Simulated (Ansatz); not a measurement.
Re (Fm-3m, No. 225): coordinates from a relaxation with Ansatz, DFT PBEsol, scalar-relativistic, plane waves, PAW; the starting structure was generated, so it need not be a known form of this composition.

```
Re
1.0
     3.88029    0.00000    0.00000
     0.00000    3.88029    0.00000
     0.00000    0.00000    3.88029
Re
4
Direct
  0.50000 0.00000 0.00000
  0.50000 0.50000 0.50000
  0.00000 0.00000 0.50000
  0.00000 0.50000 0.00000
```

### What will an integrated-DPC-like image along [111] show? Simulated as the projected potential of neutral atoms (B = 0.3 Å²) blurred by a 0.81 Å probe, the thin-sample limit of integrated differential phase contrast.

The columns repeat on a hexagonal net with a repeat of 1.58 Å (plane group p6mm). All columns are alike (Re). The shortest distance between visible columns is 1.58 Å in projection. Along the beam the structure repeats every 6.72 Å.

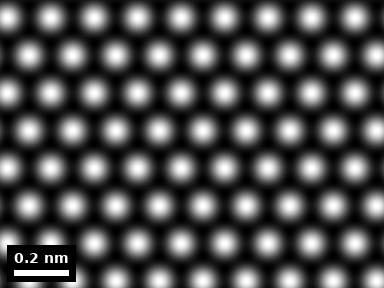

The simulated image.
